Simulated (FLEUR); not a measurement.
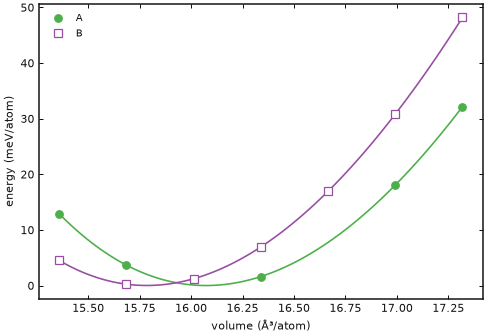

The figure compares two calculations of the energy against volume, each curve from its own zero. The first is for TiAl, space group P4/mmm (No. 123).

The cell holds 2 atoms.

Calculation (FLEUR MaX-R8.1 (later development tree)): all-electron LAPW DFT, no spin polarisation; energies at scaled volumes of the given cell, shape and fractions fixed, counted from the fit's minimum, third-order Birch-Murnaghan fit. Level: r2SCAN.

- k mesh: 9×9×7
- occupations: Fermi–Dirac
- smearing width: 0.05 eV
- potentials: all electron
- program settings: basis FLAPW, kmax 4.1 1/bohr

In the second, the level changes from r2SCAN to PBEsol.

### Which of A and B is the second calculation, and what did the change do?

B. The equilibrium volume falls from 16.07 to 15.78 Å³/atom (−1.8 %) and the bulk modulus hardly changes (121 and 120 GPa).

For both, limits of the calculation: shape and atomic fractions are frozen while scaling, which makes layered, chain and framework solids too stiff.

V0 and the bulk modulus come from third-order Birch–Murnaghan fits.
